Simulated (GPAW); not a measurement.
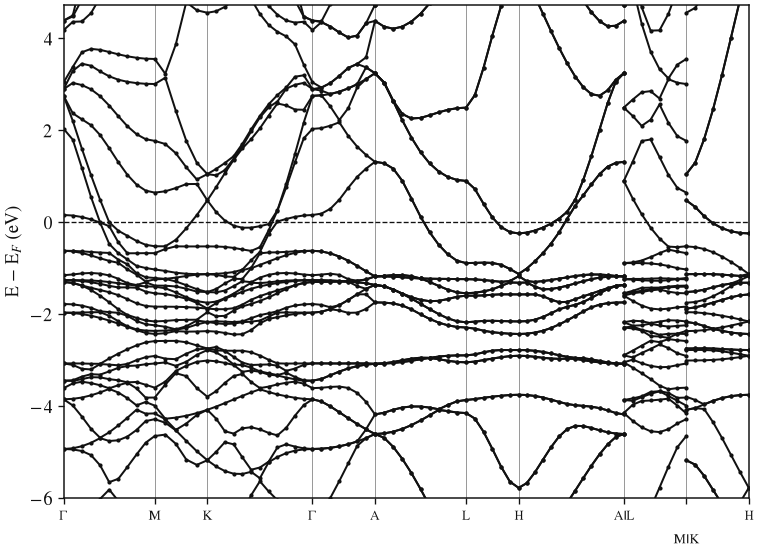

Band structure of Ni2Ge, space group P6_3/mmc, 6 atoms in the cell (a = 3.980 Å, c = 5.024 Å (hexagonal axes)). Method: LDA, the program's PAW data sets (release 1.2.1) made for this functional, collinear spin, ferromagnetic start that ends with little or no moment, no spin-orbit coupling, 5×5×4 k mesh, 600 eV cutoff, Fermi-Dirac smearing of 0.05 eV (GPAW 26.7.0). Energies are counted from the Fermi level.

A metal: 4 bands cross the Fermi level along this path. Bands cross the Fermi level on Γ–M, M–K, K–Γ, A–L, L–H, H–A, L–M and K–H, and not on Γ–A. At Γ the nearest levels lie 0.62 eV below and 0.16 eV above the Fermi level.

The k mesh is coarse (spacing up to 0.36 Å⁻¹), so the values aren't converged. The cell is at −6 GPa in this functional. The cell comes from a database of computed structures, and whether it is the stable form of this composition wasn't checked. Bands are joined in order of energy, so crossings between the computed points show as kinks or gaps.
